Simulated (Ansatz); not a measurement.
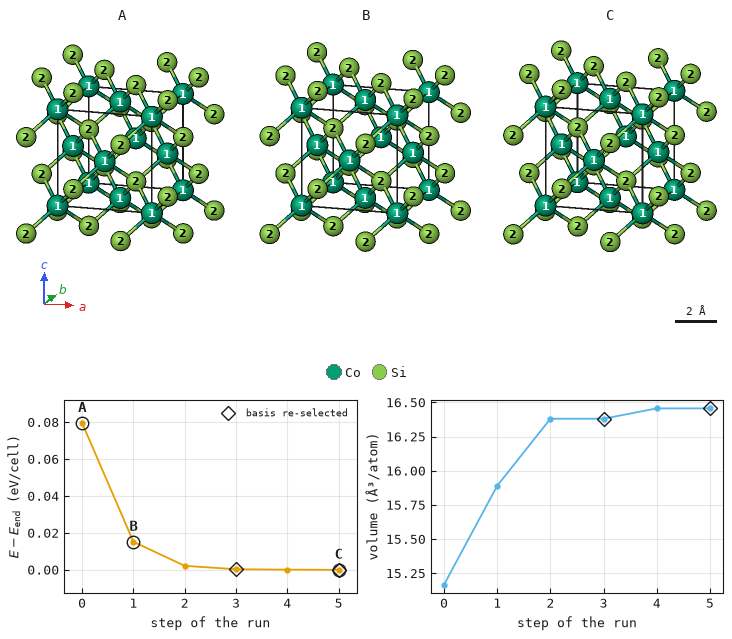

Frames of a relaxation of crystalline CoSi (built on the zinc blende type) (coarse preliminary run), marked on the history of the run. The picture is a ball-and-stick view of the conventional cell (4 times the calculation's cell), seen slightly off an axis. Lengths and directions refer to the drawn axes.

Computed with Ansatz, DFT PBE, scalar-relativistic, plane waves, PAW. Set-up: plane-wave cutoff 420 eV; k-point mesh 8 × 8 × 8; occupations gaussian; smearing width 0.1 eV; no spin polarisation; cell and atoms relaxed; force threshold 0.05 eV/Å; at most 80 steps.

Describe the path.

After 3 accepted moves (5 points after the start) the energy has fallen by 79.5 meV per cell of the calculation. All forces vanish by symmetry, so only the cell relaxes. The pressure goes from 10.56 to 0.04 GPa. The SCF was repeated twice at an unchanged geometry on a basis and grid sized afresh for the cell, which shifted the energy by 1.9 meV per cell of the calculation at most. The atoms keep their places relative to the cell (all moves are under 0.005 Å). The volume changes by +8.5 %, with a = b = c 4.951 → 5.087 Å (+2.8 %). Among the contacts that change: Co1–Si2 2.144 → 2.203 Å. The space group stays F-43m (No. 216). The run took 9.9 s on 1 thread of Arm Neoverse V1, on a shared host, peak memory 0.3 GiB. From step 0 to 1: volume +4.8 %, energy −64.3 meV per cell of the calculation. From step 1 to 5: volume +3.6 %, energy −15.2 meV per cell of the calculation.
